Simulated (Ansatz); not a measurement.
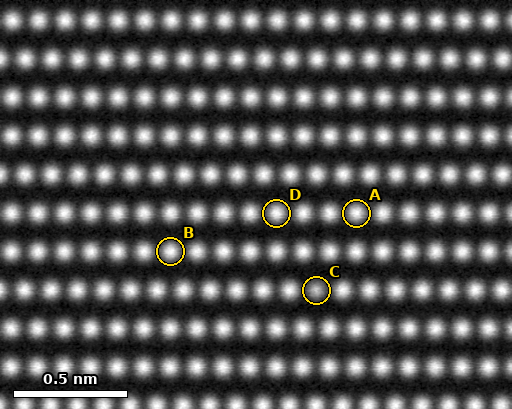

Z-contrast image of C (P6/mmm, No. 191) along [102]. Simulation: incoherent imaging, intensity Z^1.7 per atom, probe width 0.57 Å, thin sample. The probe carries 25 % of its weight in a tail 2.5 times as wide. The display is stretched by a gamma of 0.65; percentages refer to the linear signal. Shot noise and a slight drift were added.

The sample is 3 repeats (19.4 Å) thick. One point defect was put into the perfect crystal, without relaxing the atoms around it. Brightness is counted from the darkest point of the image. Host structure: the geometry relaxed with DFT, PBEsol, plane waves (420 eV) with PAW, scalar-relativistic (Ansatz); the starting structure was generated, so it need not be a known form of this composition.

Question: Which ringed column holds the defect, and does it scatter more or less than its equals?

Answer: C; it scatters less. The column holds 3 atoms (C) through the sample, and one C atom is missing, so its peak drops to about 65 % of that of its equals.
